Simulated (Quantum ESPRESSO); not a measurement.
**ZnS (F-43m): from Born charge to LO-TO splitting**

How high does the longitudinal optical mode of ZnS (F-43m) lie, given the transverse one, the Born charge and ε∞?

Program: Quantum ESPRESSO 7.5. Level of theory: DFT LDA, scalar-relativistic, plane waves, PseudoDojo norm-conserving pseudopotentials. Results are calculated unless marked as measured.

The database entry behind the starting cell differs from later determinations by our own check (about 0.1 % short), so it need not match the best structure at ambient conditions.

## 1. The relaxed structure

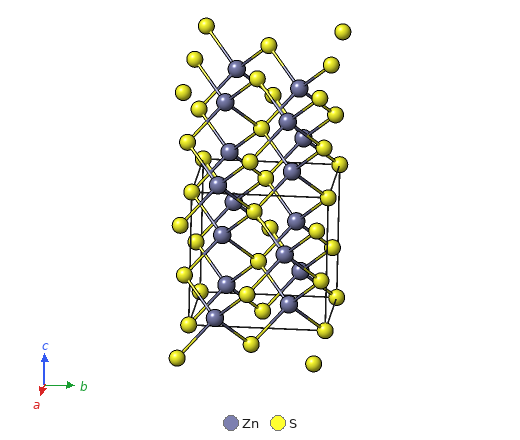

The starting structure, seen slightly off an axis (zinc blue, sulfur yellow). 2×1×2 cells are drawn. This picture shows the conventional cell, with its axes. Bonds to atoms that aren't drawn are left out. Some periodic images of atoms are drawn too.

Coordinates:

```
CELL_PARAMETERS angstrom
-2.64874 0.00000 2.64874
0.00000 2.64874 2.64874
-2.64874 2.64874 0.00000
ATOMIC_POSITIONS crystal
Zn 0.25000 0.25000 0.25000
S 0.00000 0.00000 0.00000
```

This is the cell after its relaxation at this level of theory, not the database cell from which that began.

## 2. What the response run gave

A linear-response run on the relaxed cell, with the response to an electric field; only its zone-centre results are used. Cutoff 92 Ry, k mesh 12×12×12.

Output:

```text
[banners, grids, parts of the stress and lines that vanish by symmetry left out]
Program PHONON v.7.5
     Reading xml data from directory:

[...]
Exchange-correlation= PW
                           (   1   4   0   0   0   0   0)
[...]
kinetic-energy cut-off    =      92.0000  Ry
     charge density cut-off    =     368.0000  Ry
     convergence threshold     =      1.0E-18
[...]
Exchange-correlation= PW
                           (   1   4   0   0   0   0   0)
[...]
q = (   0.0000000   0.0000000   0.0000000 )
     25 Sym.Ops. (with q -> -q+G )
     G cutoff =  934.1674  (  29939 G-vectors)     FFT grid: ( 45, 45, 45)
     number of k points=    72
[...]
Mode symmetry, T_d (-43m)  point group:
[...]
Dielectric constant
[...]
End of electric fields calculation
          Dielectric constant in cartesian axis
          (       6.227326736       0.000000000      -0.000000000 )
          (       0.000000000       6.227326736       0.000000000 )
          (      -0.000000000       0.000000000       6.227326736 )
          Effective charges (d Force / dE) in cartesian axis without acoustic sum rule applied (asr)
           atom    1  Zn    Mean Z*:        1.90786
      Ex  (        1.90786       -0.00000       -0.00000 )
      Ey  (       -0.00000        1.90786        0.00000 )
      Ez  (       -0.00000        0.00000        1.90786 )
           atom    2  S     Mean Z*:       -1.90893
      Ex  (       -1.90893        0.00000        0.00000 )
      Ey  (       -0.00000       -1.90893       -0.00000 )
      Ez  (        0.00000       -0.00000       -1.90893 )
          Effective charges Sum: Mean:       -0.00107
[...]
Effective charges (d Force / dE) in cartesian axis with asr applied:
           atom    1  Zn    Mean Z*:        1.90839
[...]
atom    2  S     Mean Z*:       -1.90839
[...]
Representation #   1 modes #   1   2   3
[...]
End of self-consistent calculation
     Convergence has been achieved
     Representation #   2 modes #   4   5   6
[...]
End of self-consistent calculation
     Convergence has been achieved
[...]
Dielectric constant in cartesian axis
          (       6.227326736       0.000000000      -0.000000000 )
          (       0.000000000       6.227326736       0.000000000 )
          (      -0.000000000       0.000000000       6.227326736 )
          Effective charges (d Force / dE) in cartesian axis without acoustic sum rule applied (asr)
           atom    1  Zn    Mean Z*:        1.90786
      Ex  (        1.90786       -0.00000       -0.00000 )
      Ey  (       -0.00000        1.90786        0.00000 )
      Ez  (       -0.00000        0.00000        1.90786 )
           atom    2  S     Mean Z*:       -1.90893
      Ex  (       -1.90893        0.00000        0.00000 )
      Ey  (       -0.00000       -1.90893       -0.00000 )
      Ez  (        0.00000       -0.00000       -1.90893 )
          Effective charges Sum: Mean:       -0.00107
[...]
Effective charges (d Force / dE) in cartesian axis with asr applied:
           atom    1  Zn    Mean Z*:        1.90839
[...]
atom    2  S     Mean Z*:       -1.90839
[...]
q = (    0.000000000   0.000000000   0.000000000 )
[...]
freq (    1) =      -0.085742 [THz] =      -2.860047 [cm-1]
     freq (    2) =      -0.085742 [THz] =      -2.860047 [cm-1]
     freq (    3) =      -0.085742 [THz] =      -2.860047 [cm-1]
     freq (    4) =       8.729645 [THz] =     291.189616 [cm-1]
     freq (    5) =       8.729645 [THz] =     291.189616 [cm-1]
     freq (    6) =       8.729645 [THz] =     291.189616 [cm-1]
[...]
Mode symmetry, T_d (-43m)  point group:
     freq (   1-   3) =         -2.9  [cm-1]   --> T_2  G_15 P_4   I+R
     freq (   4-   6) =        291.2  [cm-1]   --> T_2  G_15 P_4   I+R

   JOB DONE.
```

| quantity | value |
| --- | --- |
| cell volume Ω (Å³) | 37.166 |
| mass of Zn (u) | 65.380 |
| mass of S (u) | 32.060 |
| Born charge of Zn, raw (e) | 1.908 |
| Born charge of S, raw (e) | -1.909 |
| ε∞ | 6.227 |
| ω(TO) after the sum rule (cm⁻¹) | 291.2 |

## 3. The calculation

The charges must sum to zero over the cell; taking off their mean, -0.001 e, leaves Z* = 1.908 e on Zn. In the polar mode Zn moves against S, so the reduced mass is μ = 65.38 × 32.06 / 97.44 = 21.512 u.

A longitudinal wave builds up a field that adds to the restoring force: ω(LO)² = ω(TO)² + 4π Z*² / (μ Ω ε∞), in Hartree atomic units. With μ = 39213 electron masses and Ω = 250.81 bohr³ the second term is 7.4726e-07 Ha², or 35995 cm⁻² (1 Ha = 219474.6 cm⁻¹).

So ω(LO) = √(84797 + 35995) = 347.6 cm⁻¹, and by the Lyddane-Sachs-Teller relation ε₀ = ε∞ (ω(LO)/ω(TO))² = 8.87.

## 4. Check against the program

The analysis program adds the same non-analytic term to the full matrix, here for q along (1 0 0).

Output:

```text
[banner, memory and clock lines left out]
Program DYNMAT v.7.5

     Reading Dynamical Matrix from file g.dyn
     ...Force constants read
     ...epsilon and Z* read

     Polarizability (A^3 units)
     multiply by 0.364638 for Clausius-Mossotti correction
        15.460307    0.000000   -0.000000
         0.000000   15.460307    0.000000
        -0.000000    0.000000   15.460307

     IR activities are in (D/A)^2/amu units

# mode   [cm-1]    [THz]      IR
    1     -0.00   -0.0000    0.0000
    2     -0.00   -0.0000    0.0000
    3      0.00    0.0000    0.0000
    4    291.20    8.7299    3.9060
    5    291.20    8.7299    3.9060
    6    347.55   10.4192    3.9060
```

ε₀ comes from the program's run without a direction of q.

| quantity | by hand | program |
| --- | --- | --- |
| ω(LO) (cm⁻¹) | 347.6 | 347.6 |
| ε₀ | 8.87 | 8.87 |

## 5. What came out

```
TO mode                    : 291.2 cm⁻¹
LO mode                    : 347.6 cm⁻¹
static dielectric constant : 8.871
```

In words: The LO mode of ZnS (F-43m) lies at 348 cm⁻¹, 56 cm⁻¹ above the TO mode; the formula meets the program within 0.1 cm⁻¹, as it must for a cubic crystal with one polar mode. ω(LO)² − ω(TO)² goes with Z*²/ε∞: an error of 5 % in ε∞ would move the LO mode by 2.5 cm⁻¹, and semilocal functionals tend to overestimate ε∞. These are harmonic values at zero temperature, at the volume of this functional, for the structure held cubic; stability elsewhere in the zone is no part of this calculation.

[Host names and launcher messages were left out of these logs when they were recorded.]

[Logs are printed without paths, hosts, clocks, repeated set-up lines and the standing remarks that a program may print on its own settings, such as how far it seeks lower states.]

[Hosts, paths, dates, database ids (printed as entryN), source tags and the programs' standing remarks are cut or masked in the printed files.]
